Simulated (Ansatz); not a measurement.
# Run report: BN, single-point calculation

- system: BN (P6₃/mmc, 4 atoms in the cell)
- method: DFT, PBE, plane waves, PAW, no spin polarisation (Ansatz 0.2.0)

The structure derives from an entry of the Crystallography Open Database. Some settings of this run were made unusual or wrong on purpose.

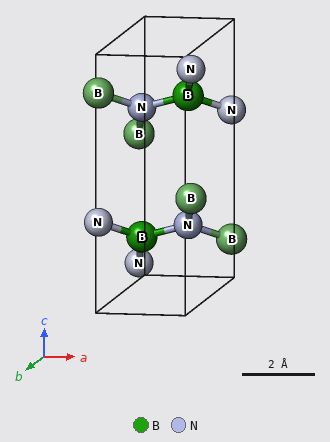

Figure 1. The structure as given in the input (ball-and-stick view of the cell of the calculation, seen at an oblique angle; neighbours outside the cell are drawn fainter). An atom can appear more than once, as a periodic image. Near neighbours in the periodic cell (some may lie outside the picture): B has 3 N at 1.45 Å; N has 3 B at 1.45 Å.

### Input
```yaml
crystal:
  lattice:
    - [2.512179177458, 2.886759202671e-11, 0.0]
    - [-1.256089588754, 2.175610986522, 0.0]
    - [0.0, 0.0, 8.3870107525]
  atoms:
    - { symbol: B, position: [0.3333333333333, 0.6666666666667, 0.25] }
    - { symbol: B, position: [0.6666666666667, 0.3333333333333, 0.75] }
    - { symbol: "N", position: [0.3333333333333, 0.6666666666667, 0.75] }
    - { symbol: "N", position: [0.6666666666667, 0.3333333333333, 0.25] }
basis:
  ecutwfc: "80 eV"
  ecutrho_ratio: 4
kpoints:
  mp_grid: { grid: [16, 16, 4] }
hamiltonian:
  xc: pbe
scf:
  occupations: { method: gaussian, width: 0.05 }
  max_iter: 75
output:
  forces: true
  stress: true
```

Hardware: 4 threads of Arm Neoverse V2, 24 GiB of memory available, shared host.

Launched with:
```bash
ansatz run input.yaml --threads 4 --pin off --max-ram 7168MiB --backend cpu --events-out ev --progress --plain --runs-dir out
```

### The program's output
```
Warning: basis.ecutwfc = 80 eV is below the records' recommended 420 eV, and the density's cutoff is lower with it unless basis.ecutrho_ratio is high enough to keep the records' density cutoff: compare with a run at a higher cutoff
Warning: basis.ecutrho_ratio = 4 (ecutrho = 320 eV) is below the records' recommended 1680 eV
Engine: ansatz 0.2.0, aarch64-unknown-linux-gnu
Pseudopotentials: kind: paw
Pseudopotential: B, paw, valence charge 3, recommended cutoff 420 eV (normal), B.paw.azcp
Pseudopotential: N, paw, valence charge 5, recommended cutoff 420 eV (normal), N.paw.azcp
Functional definition: PBE
  parameter kappa = 0.804
  parameter beta = 0.06672455060314922
  exchange = pbe_x(kappa = kappa, mu = beta*pi^2/3)
  correlation = pbe_c(beta = beta)
Crystal: 4 atoms, lattice volume = 45.839 Å³
Basis set: ecut = 80 eV, 67 PW (Γ), exchange–correlation on 16×16×50 points (8 copies of the dense FFT grid, shifted against one another)
Bands: 12, of which v1, the nominal top of the filled ones, is band 8 counted from 1 (7 counted from 0)
Symmetry: 24 space group operations
Space group: P63/mmc (ITA 194), of the structure as read, at distance tolerance 3.6e-5 Å
k-points: 90 of 1024
Non-local potential: B, projectors of the file, l = 0: 2, l = 1: 2, l = 2: 1
Non-local potential: N, projectors of the file, l = 0: 2, l = 1: 2, l = 2: 1
PAW form: soft (Blöchl's): semilocal exchange-correlation on the pseudo side does not see the compensation charge
PAW one-centre angular grid: B, 110 points (default); XC on 64 Gauss nodes
PAW one-centre angular grid: N, 110 points (default); XC on 64 Gauss nodes
Initial density: superposition of atomic densities (neutral atoms: chi_scale 0, normalization atom), corrected by the library's trained network
Initial wavefunctions: pseudopotential atomic-orbital guess
Functional: x = pbe(κ = 0.804, μ = 0.2195149727645171), c = pbe(β = 0.06672455060314922)
SCF iter   1: F=—  HF=-1032.399157 eV  |F-HF|=—  |Δ(HF+E_count)|=         —  Δρ=2.95e-1  dr2=3.09e1  ethr=1.77e-3  ⟨swp⟩=5.4  Hψ=5736  notcnv=0
preconditioner: auto → LDOS  [insulator: Δε(μ)=0.071 eV  Ē_g=14.388 eV  σ=0.050 eV  W_gap=0.51  n_scr=6 (ndim 8)  ℏωp=21.9 eV  f_vac=0.209  D(μ)=0.24/eV (n_scr^D=2)  ε∞_Penn≈3.3  β→1.0]
SCF iter   2: F=—  HF=-1017.463340 eV  |F-HF|=—  |Δ(HF+E_count)|=    1.49e1  Δρ=8.30e-2  dr2=3.17e0  ethr=1.77e-3  ⟨swp⟩=3.9  Hψ=4183  notcnv=0  defer=3
preconditioner: auto → none  [insulator: Δε(μ)=2.828 eV  Ē_g=13.623 eV  σ=0.050 eV  W_gap=1.00  n_scr=6 (ndim 8)  ℏωp=19.0 eV  f_vac=0.182  D(μ)=0.00/eV (n_scr^D=0)  ε∞_Penn≈2.9  β→0.5]
SCF iter   3: F=—  HF=-1016.148392 eV  |F-HF|=—  |Δ(HF+E_count)|=    1.31e0  Δρ=1.70e-2  dr2=6.77e-2  ethr=1.77e-3  ⟨swp⟩=2.1  Hψ=2795  notcnv=0  defer=3
SCF iter   4: F=—  HF=-1016.152116 eV  |F-HF|=—  |Δ(HF+E_count)|=   3.72e-3  Δρ=1.13e-3  dr2=9.83e-4  ethr=4.23e-4  ⟨swp⟩=2.2  Hψ=1768  notcnv=0  defer=3
SCF iter   5: F=—  HF=-1016.151782 eV  |F-HF|=—  |Δ(HF+E_count)|=   3.34e-4  Δρ=2.05e-4  dr2=3.04e-5  ethr=6.14e-6  ⟨swp⟩=2.2  Hψ=1661  notcnv=0  defer=3
SCF iter   6: F=—  HF=-1016.156133 eV  |F-HF|=—  |Δ(HF+E_count)|=   4.35e-3  Δρ=4.54e-5  dr2=1.78e-6  ethr=1.90e-7  ⟨swp⟩=2.0  Hψ=1685  notcnv=0  defer=3
SCF iter   7: F=-1016.156132 eV  HF=-1016.156132 eV  |F-HF|=3.91e-8  |Δ(HF+E_count)|=   6.74e-7  Δρ=9.29e-6  dr2=7.47e-8  ethr=6.25e-10  ⟨swp⟩=3.0  Hψ=3969  notcnv=0
SCF 1 converged in 7 iterations: F = -1016.156132 eV  dr2 = 7.47e-8
  greatest PAW one-centre occupation: 0.905 electrons in one spin orbital (limit 2), on the N atom at site 3 (counted from 0), in its partial waves of l = 0
SCF converged after 7 iterations
Free energy (F): -1016.156132 eV
Harris-Foulkes:  -1016.156132 eV  (|F-HF|=3.91e-8)
Internal energy: -1016.156132 eV  (E = F + TS)
E sigma→0 (E₀):  -1016.156132 eV
Fermi energy:    6.241500 eV
--- Per-component energies (eV) ---
  E_band       = -85.090250
  E_kinetic    = 340.753610
  E_local      = -771.458433  (includes V_loc(G=0)·N_el)
  E_nonlocal   = 78.946479
  E_hartree    = 260.714462
  E_xc         = -191.316598
  E_vxc        = -238.058645  (∫ρ·V_xc dr)
  E_paw        = -387.985440  (= ΣΔE_a)
  E_vpaw       = -16.745208  (= ΣTr[D̂ρ^β])
  E_aug_tail   = 0.050936  (compensation charges beyond the density's cutoff)
  E_ewald      = -345.861148
  E_smearing   = -0.000000  (= −TS)
  E_closure    = 0.000000  (closes the sum)
  Σ components = -1016.156132   (vs F -1016.156132, Δ=0.00e0)
--- Forces (eV/Å), atoms counted from 1 ---
  atom   1  B     -0.00000000    -0.00000000     0.00000000
  atom   2  B      0.00000000     0.00000000     0.00000000
  atom   3  N      0.00000000    -0.00000000     0.00000000
  atom   4  N     -0.00000000     0.00000000     0.00000000
  max |Σ_I F_I| component: 4.63e-16 eV/Å
--- Stress (GPa, compression-positive) ---
       83.938545      -0.000000       0.000000
        0.000000      83.938545       0.000000
        0.000000       0.000000      -4.561690
  P = ⅓ Tr σ = 54.4385 GPa (544.385 kbar)
```

### Outcome

| quantity | value |
| --- | --- |
| outcome | converged |
| space group (tolerance 0.01 Å) | P6₃/mmc (194) |
| electrons treated | 16 |
| free energy | −1016.1561 eV |
| Fermi energy | 6.242 eV |
| pressure | 54.44 GPa |
| largest force (length of the vector) | under 0.001 eV/Å |
| peak memory | 0.23 GiB |

The input was spoiled on purpose: a cutoff far too low (`basis.ecutwfc`). The plane-wave basis is far from complete, so energies, forces and above all the stress are wrong. The run converged all the same; its numbers are those of the faulty input and shouldn't be used. Warnings of the run: the cutoff is below the recommended one.
